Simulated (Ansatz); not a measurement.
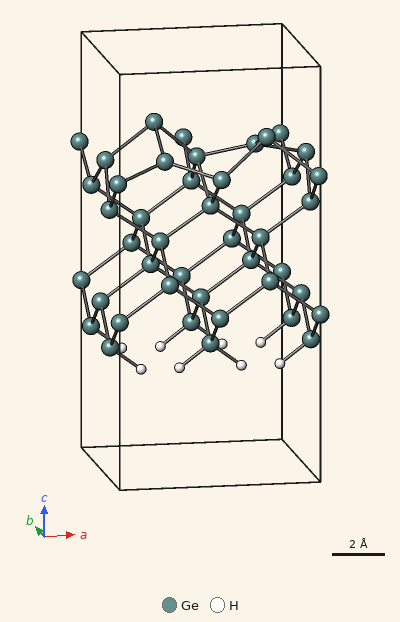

Fig. 1: The starting structure (ball-and-stick view of the cell of the calculation, with the vacuum cut short, seen slightly off an axis). An atom can appear more than once, as a periodic image.

# Geometry relaxation, with input and output: Ge₇H₂ (part 1 of 4)

- system: Ge₇H₂ (slab, 36 atoms in the cell)
- method: DFT LDA, scalar-relativistic, plane waves, PAW, no spin polarisation (Ansatz 0.2.0)

The structure derives from an entry of the Crystallography Open Database. The input holds or restrains some coordinates. Forces given for the steps count only the free coordinates.

Input
```yaml
crystal:
  lattice:
    - [7.9504584281, 0.0, 0.0]
    - [0.0, 7.9504584281, 0.0]
    - [0.0, 0.0, 22.1891745247]
  atoms:
    - { symbol: Ge, position: [0.5, 0.25, 0.2211186323] }
    - { symbol: Ge, position: [0.5, 0.75, 0.2211186323] }
    - { symbol: Ge, position: [0.0, 0.25, 0.2211186323] }
    - { symbol: Ge, position: [0.0, 0.75, 0.2211186323] }
    - { symbol: Ge, position: [0.5, 0.5, 0.2844583372] }
    - { symbol: Ge, position: [0.5, 0.0, 0.2844583372] }
    - { symbol: Ge, position: [0.0, 0.5, 0.2844583372] }
    - { symbol: Ge, position: [0.0, 0.0, 0.2844583372] }
    - { symbol: Ge, position: [0.75, 0.5, 0.3477980422] }
    - { symbol: Ge, position: [0.75, 0.0, 0.3477980422] }
    - { symbol: Ge, position: [0.25, 0.5, 0.3477980422] }
    - { symbol: Ge, position: [0.25, 0.0, 0.3477980422] }
    - { symbol: Ge, position: [0.75, 0.7476775629, 0.411881672] }
    - { symbol: Ge, position: [0.75, 0.2501367448, 0.4073601133] }
    - { symbol: Ge, position: [0.25, 0.7504445107, 0.4113394953] }
    - { symbol: Ge, position: [0.25, 0.2511612357, 0.4075871488] }
    - { symbol: Ge, position: [0.0008387696, 0.7441944211, 0.4751120745] }
    - { symbol: Ge, position: [-0.0017885028, 0.2547590447, 0.4677133769] }
    - { symbol: Ge, position: [0.4991612304, 0.7441944211, 0.4751120745] }
    - { symbol: Ge, position: [0.5017885028, 0.2547590447, 0.4677133769] }
    - { symbol: Ge, position: [-0.008502406, 0.0020794977, 0.5330199683] }
    - { symbol: Ge, position: [0.0224697433, 0.4937416578, 0.5382969348] }
    - { symbol: Ge, position: [0.508502406, 0.0020794977, 0.5330199683] }
    - { symbol: Ge, position: [0.4775302567, 0.4937416578, 0.5382969348] }
    - { symbol: Ge, position: [0.25, 0.1299489381, 0.5598296398] }
    - { symbol: Ge, position: [0.25, 0.4115587847, 0.6099016974] }
    - { symbol: Ge, position: [0.75, 0.0942280601, 0.5997139536] }
    - { symbol: Ge, position: [0.75, 0.3922460491, 0.5647934551] }
    - { symbol: H, position: [0.3457176665, 0.25, 0.179674859] }
    - { symbol: H, position: [0.6542823335, 0.25, 0.179674859] }
    - { symbol: H, position: [0.6539597756, 0.75, 0.1794212522] }
    - { symbol: H, position: [0.3460402244, 0.75, 0.1794212522] }
    - { symbol: H, position: [-0.1542823335, 0.25, 0.179674859] }
    - { symbol: H, position: [0.1542823335, 0.25, 0.179674859] }
    - { symbol: H, position: [0.1539597756, 0.75, 0.1794212522] }
    - { symbol: H, position: [-0.1539597756, 0.75, 0.1794212522] }
basis:
  ecutwfc: 420
kpoints:
  mp_grid: { grid: [3, 3, 1] }
hamiltonian:
  xc: lda
scf:
  occupations: { method: gaussian, width: 0.05 }
output:
  forces: true
  eigenvalues: true
  write_density: true
  write_potential: true
  elf: true
  volumetric_format: npy
relax:
  adjacent_minimum: "off"
  f_tol: 0.03
  max_steps: 30
  constraints:
    - { sites: [0, 1, 2, 3, 4, 5, 6, 7, 8, 9, 10, 11, 28, 29, 30, 31, 32, 33, 34, 35] }
    - { sites: [24, 26], fix: z }
efield:
  axis: 3
  dipole_correction: true
  ramp_width: 0.04
```

Run on 4 threads of Arm Neoverse V1, 24 GiB of memory available, shared host.

Launch command:
```bash
ansatz run input.yaml --threads 4 --pin off --max-ram 12288MiB --backend cpu --events-out ev --progress --plain --runs-dir out
```

Log
```
Engine: ansatz 0.2.0, aarch64-unknown-linux-gnu
Pseudopotentials: kind: paw
Pseudopotential: Ge, paw, valence charge 14, recommended cutoff 420 eV (normal), Ge.paw.azcp
Pseudopotential: H, paw, valence charge 1, recommended cutoff 420 eV (normal), H.paw.azcp
Functional definition: SPW92
  exchange = slater_x
  correlation = pw_c
Crystal: 36 atoms, lattice volume = 1402.573 Å³
Basis set: ecut = 420 eV, 27467 PW (Γ)
Bands: 240, of which v1, the nominal top of the filled ones, is band 200 counted from 1 (199 counted from 0)
Symmetry: 2 space group operations
Space group: Pm (ITA 6), of the structure as read, at distance tolerance 1.1e-4 Å
k-points: 4 of 9 (time reversal used)
Non-local potential: Ge, projectors of the file, l = 0: 2, l = 1: 2, l = 2: 3, l = 3: 1
Non-local potential: H, projectors of the file, l = 0: 2, l = 1: 1
PAW form: soft (Blöchl's): semilocal exchange-correlation on the pseudo side does not see the compensation charge
PAW frozen core: Ge, regenerated for the run's functional, and the local potential with it (the file was generated under x = pbe(κ = 0.804, μ = 0.2195149727645171), c = pbe(β = 0.06672455060314922))
PAW one-centre angular grid: Ge, 590 points (default); XC on 64 Gauss nodes
PAW one-centre angular grid: H, 110 points (default); XC on 64 Gauss nodes
Initial density: superposition of atomic densities (neutral atoms: chi_scale 0, normalization atom), corrected by the library's trained network
Initial wavefunctions: pseudopotential atomic-orbital guess
Functional: x = slater, c = lda
SCF iter   1: F=—  HF=-118157.666793 eV  |F-HF|=—  |Δ(HF+E_count)|=         —  Δρ=4.80e-3  dr2=8.15e-1  ethr=1.77e-3  p=-0.159 e·Å  D=-2.05e-2 V/Å  ΔV_dip=0.46 eV  dr2_dipole=2.02e-1  V_vac-E_F(+/−)=5.20/4.75 eV  ⟨swp⟩=6.2  Hψ=3484  notcnv=0  defer=32
efield: sawtooth ramp at fractional position 0.8747 (placed from the atoms, in the widest stretch of the axis that holds none; the zero of the levels goes with the place), width 0.0400; the density the first Hamiltonian is built on has a dipole p = -0.159 e·Å; the dipole correction subtracts the counter field D = -2.05e-2 V/Å, which shifts the + side's vacuum level by +0.46 eV against the − side's; the planar-averaged density in the ramp window peaks in size at 4.7e-5 e/Å³
preconditioner: auto → LDOS  [insulator: Δε(μ)=0.058 eV  Ē_g=22.006 eV  σ=0.050 eV  W_gap=0.58  n_scr=242 (ndim 8)  ℏωp=19.8 eV  f_vac=0.512  D(μ)=14.22/eV (n_scr^D=56)  ε∞_Penn≈1.8  β→1.0]
SCF iter   2: F=—  HF=-118157.597419 eV  |F-HF|=—  |Δ(HF+E_count)|=   6.94e-2  Δρ=2.67e-3  dr2=2.64e-1  ethr=2.04e-4  p=-0.211 e·Å  D=-2.73e-2 V/Å  ΔV_dip=0.61 eV  dr2_dipole=3.67e-2  V_vac-E_F(+/−)=5.04/4.44 eV  ⟨swp⟩=3.0  Hψ=1382  notcnv=0  defer=132
SCF iter   3: F=—  HF=-118157.524086 eV  |F-HF|=—  |Δ(HF+E_count)|=   7.33e-2  Δρ=7.88e-4  dr2=8.08e-2  ethr=6.59e-5  p=-0.098 e·Å  D=-1.27e-2 V/Å  ΔV_dip=0.28 eV  dr2_dipole=2.26e-2  V_vac-E_F(+/−)=5.05/4.77 eV  ⟨swp⟩=3.8  Hψ=1879  notcnv=0  defer=132
SCF iter   4: F=—  HF=-118157.516886 eV  |F-HF|=—  |Δ(HF+E_count)|=   7.20e-3  Δρ=4.36e-4  dr2=2.47e-2  ethr=2.02e-5  p=-0.102 e·Å  D=-1.32e-2 V/Å  ΔV_dip=0.29 eV  dr2_dipole=9.17e-3  V_vac-E_F(+/−)=5.02/4.73 eV  ⟨swp⟩=2.0  Hψ=1140  notcnv=0  defer=128
SCF iter   5: F=—  HF=-118157.514999 eV  |F-HF|=—  |Δ(HF+E_count)|=   1.89e-3  Δρ=2.76e-4  dr2=6.03e-3  ethr=6.17e-6  p=-0.089 e·Å  D=-1.15e-2 V/Å  ΔV_dip=0.25 eV  dr2_dipole=1.13e-3  V_vac-E_F(+/−)=4.99/4.74 eV  ⟨swp⟩=2.0  Hψ=1172  notcnv=0  defer=128
SCF iter   6: F=—  HF=-118157.514654 eV  |F-HF|=—  |Δ(HF+E_count)|=   3.44e-4  Δρ=1.79e-4  dr2=2.28e-3  ethr=1.51e-6  p=-0.083 e·Å  D=-1.07e-2 V/Å  ΔV_dip=0.24 eV  dr2_dipole=4.86e-5  V_vac-E_F(+/−)=4.98/4.74 eV  ⟨swp⟩=2.0  Hψ=1245  notcnv=0  defer=128
SCF iter   7: F=—  HF=-118157.514460 eV  |F-HF|=—  |Δ(HF+E_count)|=   1.94e-4  Δρ=1.18e-4  dr2=9.65e-4  ethr=5.70e-7  p=-0.083 e·Å  D=-1.07e-2 V/Å  ΔV_dip=0.24 eV  dr2_dipole=1.16e-5  V_vac-E_F(+/−)=4.98/4.74 eV  ⟨swp⟩=2.0  Hψ=946  notcnv=0  defer=128
SCF iter   8: F=—  HF=-118157.514345 eV  |F-HF|=—  |Δ(HF+E_count)|=   1.15e-4  Δρ=6.31e-5  dr2=2.20e-4  ethr=2.41e-7  p=-0.083 e·Å  D=-1.07e-2 V/Å  ΔV_dip=0.24 eV  dr2_dipole=2.19e-6  V_vac-E_F(+/−)=4.98/4.74 eV  ⟨swp⟩=2.0  Hψ=1002  notcnv=0  defer=128
SCF iter   9: F=—  HF=-118157.514317 eV  |F-HF|=—  |Δ(HF+E_count)|=   2.76e-5  Δρ=3.30e-5  dr2=5.15e-5  ethr=5.50e-8  p=-0.084 e·Å  D=-1.08e-2 V/Å  ΔV_dip=0.24 eV  dr2_dipole=3.12e-7  V_vac-E_F(+/−)=4.98/4.74 eV  ⟨swp⟩=2.0  Hψ=1168  notcnv=0  defer=128
SCF iter  10: F=-118157.514305 eV  HF=-118157.514314 eV  |F-HF|=9.75e-6  |Δ(HF+E_count)|=   2.75e-6  Δρ=1.80e-5  dr2=1.33e-5  ethr=5.62e-9  p=-0.084 e·Å  D=-1.09e-2 V/Å  ΔV_dip=0.24 eV  dr2_dipole=2.23e-7  V_vac-E_F(+/−)=4.98/4.74 eV  ⟨swp⟩=19.5  Hψ=9256  notcnv=0
SCF 1 converged in 10 iterations: F = -118157.514305 eV  dr2 = 1.33e-5
  greatest PAW one-centre occupation: 0.998 electrons in one spin orbital (limit 2), on the Ge atom at site 24 (counted from 0), in its partial waves of l = 2
relax step   1: F+E_penalty+E_count = -118157.51430453 eV  Δ(F+E_penalty+E_count) = +0.000e0 eV  max|allowed force component| = 5.606e-1 eV/Å  Δτ_max = 0.0000 Å  (10 SCF iters, dr2 threshold 2.25e-5 eV, accepted)
Initial density: handed on by an earlier stage of this run
Initial wavefunctions: those handed on with the density
iter 1 solved again at ethr=1.57e-5 eV; its pass at ethr=3.10e-3 eV (dr2=6.30e-2 eV) is discarded
SCF iter   1: F=—  HF=-118157.603649 eV  |F-HF|=—  |Δ(HF+E_count)|=         —  Δρ=1.83e-3  dr2=6.42e-2  ethr=1.57e-5  p=-0.084 e·Å  D=-1.09e-2 V/Å  ΔV_dip=0.24 eV  dr2_dipole=4.82e-4  V_vac-E_F(+/−)=4.99/4.75 eV  ⟨swp⟩=2.0  Hψ=2735  notcnv=0  defer=125
efield: sawtooth ramp at fractional position 0.8747 (handed on by an earlier solve), width 0.0400; the density the first Hamiltonian is built on has a dipole p = -0.084 e·Å; the dipole correction subtracts the counter field D = -1.09e-2 V/Å, which shifts the + side's vacuum level by +0.24 eV against the − side's; the planar-averaged density in the ramp window peaks in size at 3.6e-6 e/Å³
preconditioner: auto → LDOS  [insulator: Δε(μ)=0.059 eV  Ē_g=22.008 eV  σ=0.050 eV  W_gap=0.56  n_scr=242 (ndim 8)  ℏωp=19.8 eV  f_vac=0.511  D(μ)=12.45/eV (n_scr^D=56)  ε∞_Penn≈1.8  β→1.0]
SCF iter   2: F=—  HF=-118157.593386 eV  |F-HF|=—  |Δ(HF+E_count)|=   1.03e-2  Δρ=6.44e-4  dr2=1.23e-2  ethr=1.57e-5  p=-0.095 e·Å  D=-1.22e-2 V/Å  ΔV_dip=0.27 eV  dr2_dipole=4.05e-6  V_vac-E_F(+/−)=5.02/4.75 eV  ⟨swp⟩=2.2  Hψ=1626  notcnv=0  defer=125
SCF iter   3: F=—  HF=-118157.591942 eV  |F-HF|=—  |Δ(HF+E_count)|=   1.44e-3  Δρ=3.74e-4  dr2=6.33e-3  ethr=3.07e-6  p=-0.094 e·Å  D=-1.21e-2 V/Å  ΔV_dip=0.27 eV  dr2_dipole=5.61e-5  V_vac-E_F(+/−)=5.02/4.75 eV  ⟨swp⟩=2.0  Hψ=1641  notcnv=0  defer=125
SCF iter   4: F=—  HF=-118157.590913 eV  |F-HF|=—  |Δ(HF+E_count)|=   1.03e-3  Δρ=1.61e-4  dr2=1.24e-3  ethr=1.58e-6  p=-0.096 e·Å  D=-1.24e-2 V/Å  ΔV_dip=0.27 eV  dr2_dipole=8.28e-6  V_vac-E_F(+/−)=5.02/4.75 eV  ⟨swp⟩=2.0  Hψ=1720  notcnv=0  defer=125
SCF iter   5: F=—  HF=-118157.590740 eV  |F-HF|=—  |Δ(HF+E_count)|=   1.73e-4  Δρ=6.95e-5  dr2=2.09e-4  ethr=3.10e-7  p=-0.097 e·Å  D=-1.25e-2 V/Å  ΔV_dip=0.28 eV  dr2_dipole=1.16e-7  V_vac-E_F(+/−)=5.02/4.75 eV  ⟨swp⟩=2.0  Hψ=1669  notcnv=0  defer=125
SCF iter   6: F=—  HF=-118157.590716 eV  |F-HF|=—  |Δ(HF+E_count)|=   2.46e-5  Δρ=3.16e-5  dr2=6.53e-5  ethr=5.23e-8  p=-0.097 e·Å  D=-1.25e-2 V/Å  ΔV_dip=0.28 eV  dr2_dipole=9.43e-9  V_vac-E_F(+/−)=5.03/4.75 eV  ⟨swp⟩=2.0  Hψ=1045  notcnv=0  defer=125
SCF iter   7: F=—  HF=-118157.590711 eV  |F-HF|=—  |Δ(HF+E_count)|=   4.35e-6  Δρ=2.06e-5  dr2=2.91e-5  ethr=1.63e-8  p=-0.097 e·Å  D=-1.25e-2 V/Å  ΔV_dip=0.28 eV  dr2_dipole=2.38e-10  V_vac-E_F(+/−)=5.03/4.75 eV  ⟨swp⟩=2.0  Hψ=1021  notcnv=0  defer=125
SCF iter   8: F=-118157.590700 eV  HF=-118157.590707 eV  |F-HF|=6.92e-6  |Δ(HF+E_count)|=   3.80e-6  Δρ=1.22e-5  dr2=8.59e-6  ethr=4.91e-9  p=-0.097 e·Å  D=-1.25e-2 V/Å  ΔV_dip=0.28 eV  dr2_dipole=1.22e-8  V_vac-E_F(+/−)=5.03/4.75 eV  ⟨swp⟩=18.0  Hψ=9411  notcnv=0
SCF 2 converged in 8 iterations: F = -118157.590700 eV  dr2 = 8.59e-6
[... from here on the iterations of each SCF are left out, up to the last one ...]
relax step   2: F+E_penalty+E_count = -118157.59070050 eV  Δ(F+E_penalty+E_count) = -7.640e-2 eV  max|allowed force component| = 1.197e-1 eV/Å  Δτ_max = 0.0982 Å  (8 SCF iters, dr2 threshold 1.96e-5 eV, accepted)
efield: sawtooth ramp at fractional position 0.8747 (handed on by an earlier solve), width 0.0400; the density the first Hamiltonian is built on has a dipole p = -0.097 e·Å; the dipole correction subtracts the counter field D = -1.25e-2 V/Å, which shifts the + side's vacuum level by +0.28 eV against the − side's; the planar-averaged density in the ramp window peaks in size at 3.7e-6 e/Å³
preconditioner: auto → LDOS  [insulator: Δε(μ)=0.057 eV  Ē_g=22.002 eV  σ=0.050 eV  W_gap=0.54  n_scr=242 (ndim 8)  ℏωp=19.8 eV  f_vac=0.511  D(μ)=12.10/eV (n_scr^D=48)  ε∞_Penn≈1.8  β→1.0]
SCF 3 converged in 9 iterations: F = -118157.598426 eV  dr2 = 6.93e-8
relax step   3: F+E_penalty+E_count = -118157.59842614 eV  Δ(F+E_penalty+E_count) = -7.726e-3 eV  max|allowed force component| = 7.284e-2 eV/Å  Δτ_max = 0.0240 Å  (9 SCF iters, accepted)
efield: sawtooth ramp at fractional position 0.8747 (handed on by an earlier solve), width 0.0400; the density the first Hamiltonian is built on has a dipole p = -0.096 e·Å; the dipole correction subtracts the counter field D = -1.24e-2 V/Å, which shifts the + side's vacuum level by +0.28 eV against the − side's; the planar-averaged density in the ramp window peaks in size at 8.1e-6 e/Å³
preconditioner: auto → LDOS  [insulator: Δε(μ)=0.070 eV  Ē_g=22.010 eV  σ=0.050 eV  W_gap=0.59  n_scr=242 (ndim 8)  ℏωp=19.8 eV  f_vac=0.511  D(μ)=9.70/eV (n_scr^D=30)  ε∞_Penn≈1.8  β→1.0]
SCF 4 converged in 9 iterations: F = -118157.594019 eV  dr2 = 2.59e-8
relax step   4: F+E_penalty+E_count = -118157.59401890 eV  Δ(F+E_penalty+E_count) = +4.407e-3 eV  max|allowed force component| = 1.409e-1 eV/Å  Δτ_max = 0.0681 Å  (9 SCF iters, rejected (line search))
SCF iter   1: F=—  HF=-118157.602766 eV  |F-HF|=—  |Δ(HF+E_count)|=         —  Δρ=7.34e-4  dr2=6.64e-3  ethr=1.91e-5  p=-0.096 e·Å  D=-1.24e-2 V/Å  ΔV_dip=0.27 eV  dr2_dipole=9.16e-5  V_vac-E_F(+/−)=5.02/4.75 eV  ⟨swp⟩=3.0  Hψ=1466  notcnv=0  defer=125
efield: sawtooth ramp at fractional position 0.8747 (handed on by an earlier solve), width 0.0400; the density the first Hamiltonian is built on has a dipole p = -0.096 e·Å; the dipole correction subtracts the counter field D = -1.24e-2 V/Å, which shifts the + side's vacuum level by +0.27 eV against the − side's; the planar-averaged density in the ramp window peaks in size at 4.5e-6 e/Å³
preconditioner: auto → LDOS  [metal: Δε(μ)=0.043 eV  Ē_g=22.005 eV  σ=0.050 eV  W_gap=0.41  n_scr=242 (ndim 8)  ℏωp=19.8 eV  f_vac=0.511  D(μ)=11.57/eV (n_scr^D=48)  β→1.0]
SCF iter   2: F=—  HF=-118157.601944 eV  |F-HF|=—  |Δ(HF+E_count)|=   8.22e-4  Δρ=2.78e-4  dr2=2.28e-3  ethr=1.66e-6  p=-0.095 e·Å  D=-1.22e-2 V/Å  ΔV_dip=0.27 eV  dr2_dipole=7.13e-5  V_vac-E_F(+/−)=5.02/4.74 eV  ⟨swp⟩=2.0  Hψ=1906  notcnv=0  defer=125
SCF iter   3: F=—  HF=-118157.601421 eV  |F-HF|=—  |Δ(HF+E_count)|=   5.23e-4  Δρ=1.01e-4  dr2=4.41e-4  ethr=5.71e-7  p=-0.096 e·Å  D=-1.24e-2 V/Å  ΔV_dip=0.28 eV  dr2_dipole=1.19e-5  V_vac-E_F(+/−)=5.02/4.74 eV  ⟨swp⟩=2.0  Hψ=1637  notcnv=0  defer=125
SCF iter   4: F=—  HF=-118157.601324 eV  |F-HF|=—  |Δ(HF+E_count)|=   9.67e-5  Δρ=3.99e-5  dr2=7.13e-5  ethr=1.10e-7  p=-0.096 e·Å  D=-1.24e-2 V/Å  ΔV_dip=0.28 eV  dr2_dipole=6.22e-6  V_vac-E_F(+/−)=5.02/4.74 eV  ⟨swp⟩=2.0  Hψ=1055  notcnv=0  defer=125
SCF iter   5: F=—  HF=-118157.601550 eV  |F-HF|=—  |Δ(HF+E_count)|=   2.26e-4  Δρ=1.89e-5  dr2=2.07e-5  ethr=1.78e-8  p=-0.096 e·Å  D=-1.24e-2 V/Å  ΔV_dip=0.28 eV  dr2_dipole=1.98e-6  V_vac-E_F(+/−)=5.02/4.74 eV  ⟨swp⟩=2.0  Hψ=1633  notcnv=0  defer=125
SCF iter   6: F=—  HF=-118157.601547 eV  |F-HF|=—  |Δ(HF+E_count)|=   2.43e-6  Δρ=6.92e-6  dr2=2.46e-6  ethr=5.17e-9  p=-0.096 e·Å  D=-1.24e-2 V/Å  ΔV_dip=0.28 eV  dr2_dipole=3.39e-7  V_vac-E_F(+/−)=5.02/4.74 eV  ⟨swp⟩=2.0  Hψ=1044  notcnv=0  defer=125
SCF iter   7: F=—  HF=-118157.601547 eV  |F-HF|=—  |Δ(HF+E_count)|=   1.35e-7  Δρ=3.55e-6  dr2=5.53e-7  ethr=6.15e-10  p=-0.096 e·Å  D=-1.24e-2 V/Å  ΔV_dip=0.28 eV  dr2_dipole=4.21e-8  V_vac-E_F(+/−)=5.02/4.74 eV  ⟨swp⟩=2.0  Hψ=1069  notcnv=0  defer=125
SCF iter   8: F=—  HF=-118157.601547 eV  |F-HF|=—  |Δ(HF+E_count)|=   8.74e-8  Δρ=1.64e-6  dr2=1.20e-7  ethr=1.38e-10  p=-0.096 e·Å  D=-1.24e-2 V/Å  ΔV_dip=0.28 eV  dr2_dipole=6.14e-9  V_vac-E_F(+/−)=5.02/4.74 eV  ⟨swp⟩=2.0  Hψ=1042  notcnv=0  defer=125
SCF iter   9: F=-118157.601547 eV  HF=-118157.601547 eV  |F-HF|=1.82e-8  |Δ(HF+E_count)|=   2.92e-9  Δρ=7.56e-7  dr2=2.65e-8  ethr=2.50e-11  p=-0.096 e·Å  D=-1.24e-2 V/Å  ΔV_dip=0.28 eV  dr2_dipole=1.63e-10  V_vac-E_F(+/−)=5.02/4.74 eV  ⟨swp⟩=15.0  Hψ=6703  notcnv=0
SCF 5 converged in 9 iterations: F = -118157.601547 eV  dr2 = 2.65e-8
relax step   5: F+E_penalty+E_count = -118157.60154728 eV  Δ(F+E_penalty+E_count) = -3.121e-3 eV  max|allowed force component| = 1.115e-2 eV/Å  Δτ_max = 0.0330 Å  (9 SCF iters, accepted)
```

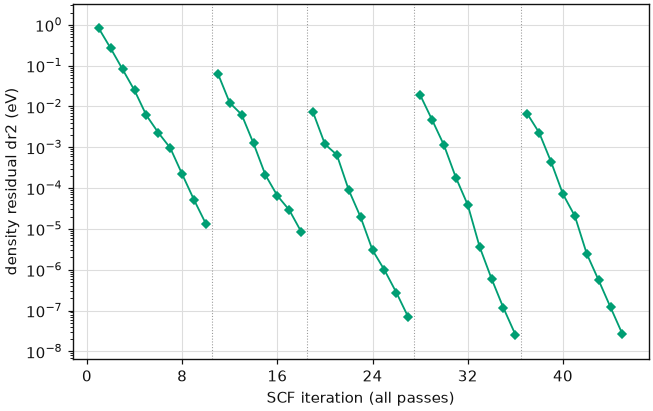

Fig. 2: Convergence of the self-consistent field: density residual dr2 against the SCF iteration. The dotted lines part the SCF passes of the relaxation: geometry steps, rejected trials and re-solves on a re-selected basis. The 5 passes take 8 to 10 iterations each, 45 in all.

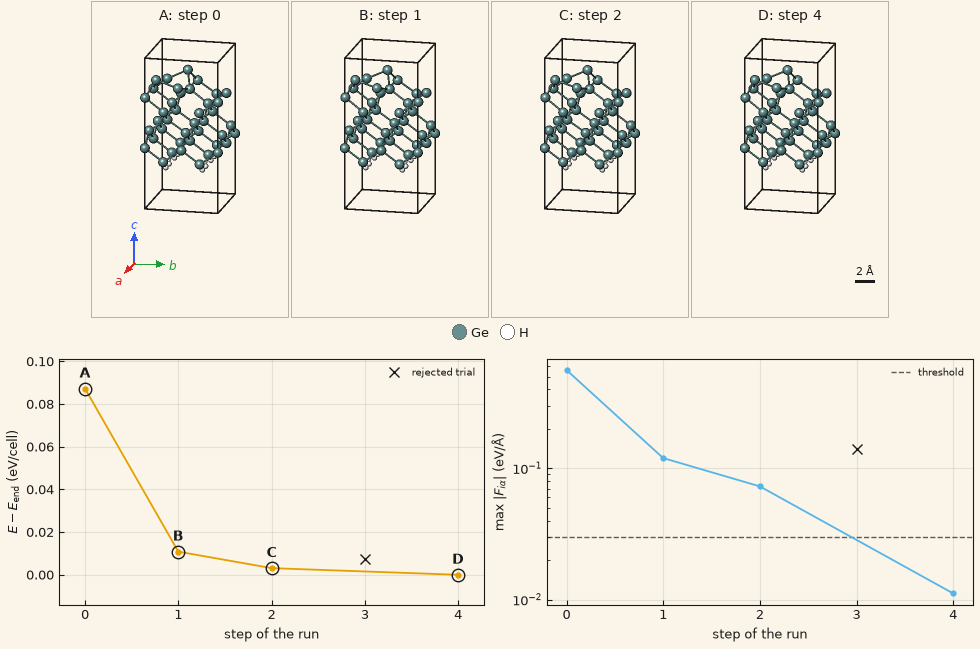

Fig. 3: Frames of the restrained relaxation (ball-and-stick view of the cell of the calculation, with the vacuum cut short, seen slightly off an axis) above the curves, on which the letters mark them (the first geometry is step 0 here and step 1 in the log).
